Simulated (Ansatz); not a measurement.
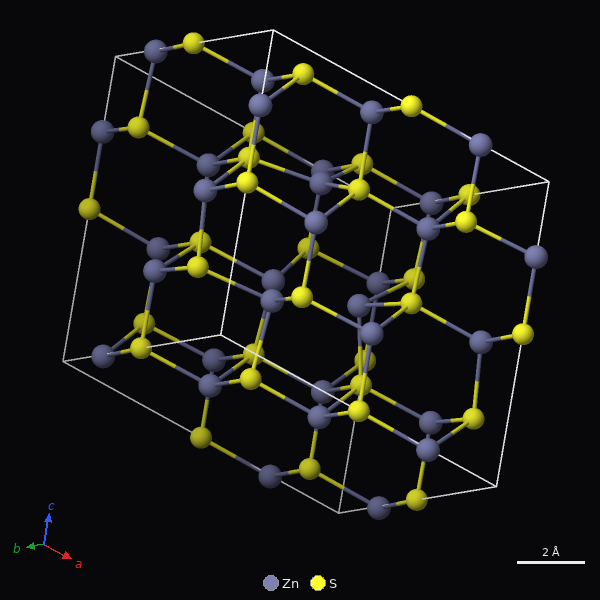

This ball-and-stick model is shown from a general direction. The supercell is outlined; an atom on or near a face, edge or corner is repeated at each equivalent position. The host is ZnS, in a cell of 32 sites, and the cell is neutral.

**Spot the defect.**

A sulfur vacancy. Around the empty site lie three Zn at about 1.9 to 2.0 Å.

Theory: DFT PBE, scalar-relativistic, plane waves, PAW (Ansatz 0.2.0). Numerical settings: a cutoff energy of 420 eV, a 2×2×2 k-point mesh, Gaussian smearing of 0.02 eV, collinear spins.

**Does the defect carry a magnetic moment?**

No net moment.

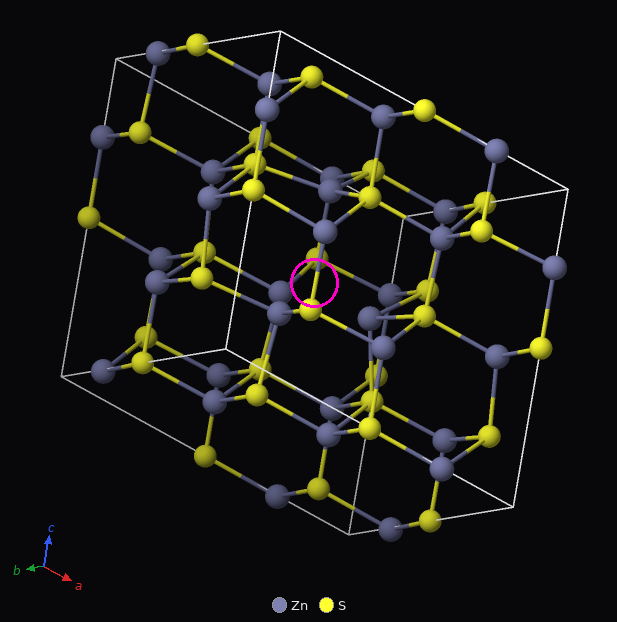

The same cell with a ring at the defect's site.

The atoms were relaxed in the host's cell with DFT PBE, scalar-relativistic, plane waves, PAW in Ansatz.
